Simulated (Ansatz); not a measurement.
Input file:

```
crystal:
  lattice:
    - [0.0, 0.0, 2.470761206]
    - [2.6084914272, 0.0, 0.0]
    - [0.0, 4.518039683, 0.0]
  atoms:
    - { symbol: Si, position: [0.0, 0.0143761255, 0.0] }
    - { symbol: Si, position: [0.0, 0.4856238745, 0.5] }
basis:
  ecutwfc: 420
kpoints:
  mp_grid: { grid: [24, 22, 14] }
hamiltonian:
  xc: lda
scf:
  occupations: { method: gaussian, width: 0.15 }
output:
  forces: true
  stress: true
  eigenvalues: true
  write_density: true
  write_potential: true
  elf: true
  volumetric_format: npy
```

Run with:

```sh
ansatz run input.yaml --threads 2 --pin off --max-ram 5120MiB --backend cpu --events-out ev --progress --plain --runs-dir out
```

Below, planes, directions and counts refer to the conventional cell (a = 4.52 Å, b = 2.47 Å, c = 2.61 Å, α = 90.00°, β = 90.00°, γ = 90.00°).

Space group Pmma; a structure from a database of computed crystals, not necessarily the ambient phase.

The calculation used Ansatz 0.2.0, DFT LDA, scalar-relativistic, plane waves, PAW.

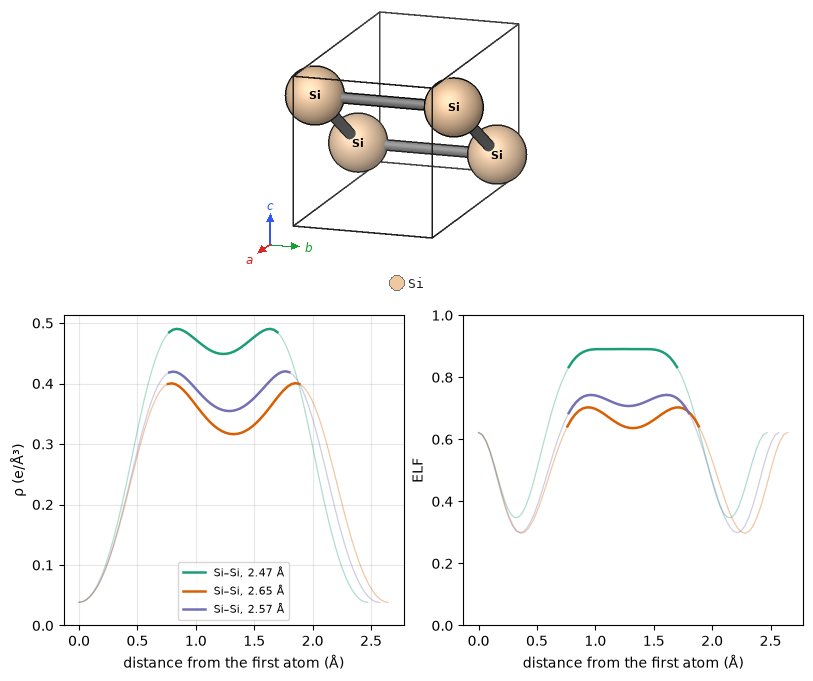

Si. Valence charge density (pseudo) and ELF along straight lines between neighbouring atoms. Thin, pale parts lie inside the atomic spheres. The structure is drawn too.

Core electrons are frozen (PAW), and the valence fields are smoothed inside the atomic spheres.

Q: What can be read from the curves?

A: Si–Si (2.47 Å): ρ is about 0.45 e/Å³ halfway; the ELF peaks at about 0.90 between the atoms.
Si–Si (2.65 Å): the density is about 0.32 e/Å³ at the midpoint; the ELF peaks at about 0.70 between the atoms.
Si–Si (2.57 Å): ρ at the midpoint is about 0.35 e/Å³; the ELF peaks at about 0.75 between the atoms.
